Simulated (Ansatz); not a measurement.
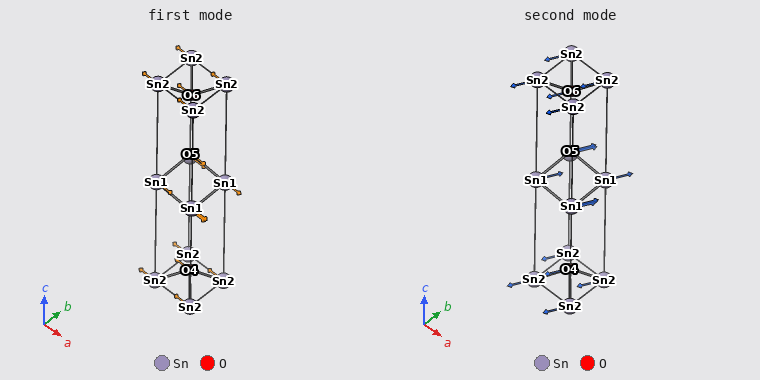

The system is SnO2 (P6_3/mmc, No. 194; 6 atoms in the cell); the picture shows the reference structure; its two panels give the patterns of the first and the second mode as arrows. The energy is mapped over two normal modes frozen in (zone-centre modes of the 6-atom cell of this scan). Coordinates scanned: (1) amplitude of mode 1 (23i cm⁻¹), largest displacement; (2) amplitude of mode 2 (23i cm⁻¹), largest displacement. Nothing is relaxed (the cell and all other modes fixed). The grid has 7 × 7 points; 16 points were computed and 33 follow by symmetry. Points are written as (first, second). All energies are given in meV per cell relative to the lowest grid point. The calculation used DFT PBEsol+D3(BJ), scalar-relativistic, plane waves, PAW in Ansatz 0.2.0. Settings: cutoff 520 eV, k-mesh 12×12×4 in the order of the run's cell vectors, gaussian smearing 0.05 eV, no spin polarisation.

Its coordinates:

```xyz
6
Lattice="3.1779 0.0000 0.0000 -1.5890 2.7522 0.0000 0.0000 0.0000 10.1134" Properties=species:S:1:pos:R:3 pbc="T T T"
Sn    0.0000    0.0000    5.0567
Sn    0.0000    0.0000    0.0000
O     1.5890    0.9174    4.0491
O     1.5890    0.9174    1.0076
O     0.0000    1.8348    6.0643
O     0.0000    1.8348    9.1058
```

Range: amplitude of mode 1 (23i cm⁻¹), largest displacement from −0.63 to 0.63 Å; amplitude of mode 2 (23i cm⁻¹), largest displacement from −0.63 to 0.63 Å.

Question: What landscape does the calculation give?

Answer: The lowest grid point is at (−0.63 Å, −0.42 Å). It lies at the edge of the scanned range, so the true minimum may lie outside. The reference structure, at (0.00 Å, 0.00 Å), is a maximum of this map. Relaxing all atoms from the lowest point lowers the energy by a further 6.9 meV. The highest grid point, (0.00 Å, 0.00 Å), lies 77.5 meV above the lowest. The reference (P6_3/mmc) is not the lowest structure on this map: a distortion lowers the energy (space group P2_1 at the lowest grid point). The gap on the k-mesh is 2.3 eV at the lowest point and runs from 2.2 to 2.3 eV over the map.

| second ↓, first → | −0.63 | −0.42 | −0.21 | 0.00 | 0.21 | 0.42 | 0.63 |
| --- | --- | --- | --- | --- | --- | --- | --- |
| 0.63 | 1.8 | 4.6 | 8.1 | 9.7 | 8.1 | 4.6 | 1.8 |
| 0.42 | 0.0 | 14.2 | 30.1 | 36.9 | 30.1 | 14.2 | 0.0 |
| 0.21 | 7.2 | 29.7 | 54.6 | 65.4 | 54.6 | 29.7 | 7.2 |
| 0.00 | 11.6 | 37.1 | 65.4 | 77.5 | 65.4 | 37.1 | 11.6 |
| −0.21 | 7.2 | 29.7 | 54.6 | 65.4 | 54.6 | 29.7 | 7.2 |
| −0.42 | 0.0 | 14.2 | 30.1 | 36.9 | 30.1 | 14.2 | 0.0 |
| −0.63 | 1.8 | 4.6 | 8.1 | 9.7 | 8.1 | 4.6 | 1.8 |

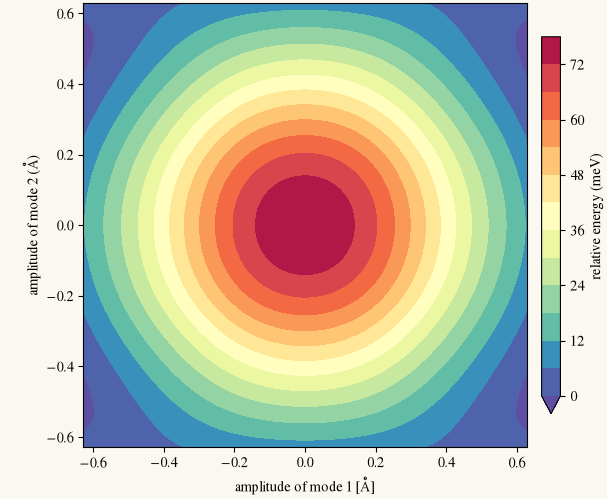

In the figure: filled contours. Between grid points the surface is interpolated.

Time for the 16 points that were run: 17 min on 2 threads of Arm Neoverse N1 (shared host).

PAW datasets: the set soft_1.
